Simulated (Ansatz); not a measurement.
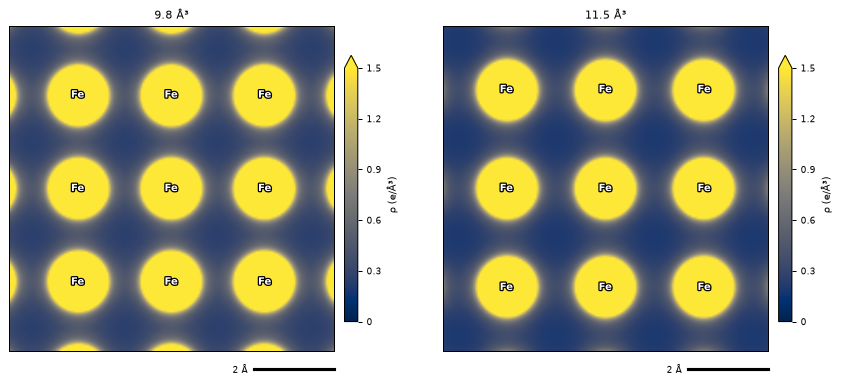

Fe. The valence electron density of cells scaled evenly to different volumes (given per atom above each panel), on the (001) plane of each (indices in the axes of the cell below), at one length scale and on one colour scale.

A generated structure, not necessarily the stable one; spin-polarised.

The calculation used DFT, revPBE, plane waves (420 eV) with PAW, scalar-relativistic (Ansatz 0.2.0).

The largest cell:

```
Fe
1.0
     2.46610    0.00000    0.00000
     0.00000    2.46610    0.00000
     0.00000    0.00000    3.79620
Fe
2
Direct
  0.00000 0.00000 0.00000
  0.50000 0.50000 0.50000
```

| volume (Å³/atom) | Fe–Fe contact in the plane (Å) | ρ at its midpoint (e/Å³) | pressure (GPa) | largest moment (μB) | 
| --- | --- | --- | --- | --- |
| 9.77 | 2.333 | 0.468 | 31.8 | 1.27 | 
| 11.10 | 2.434 | ? | ? | ? | 
| 11.54 | 2.466 | 0.374 | −6.4 | 1.83 | 

> Estimate the missing row, and compare with the calculation.

Over the known rows ln ρ falls by 1.69 per Å of Fe–Fe distance (the line through the two), which gives 0.395 e/Å³ at 2.434 Å; the calculation gives 0.393 e/Å³. For the pressure, a straight line in volume between the neighbouring rows gives 3.1 GPa; the calculation gives −0.3, lower because pressure rises ever faster on compression. For the largest moment, a straight line in volume between the neighbouring rows gives 1.69 μB; the calculation gives 1.69.
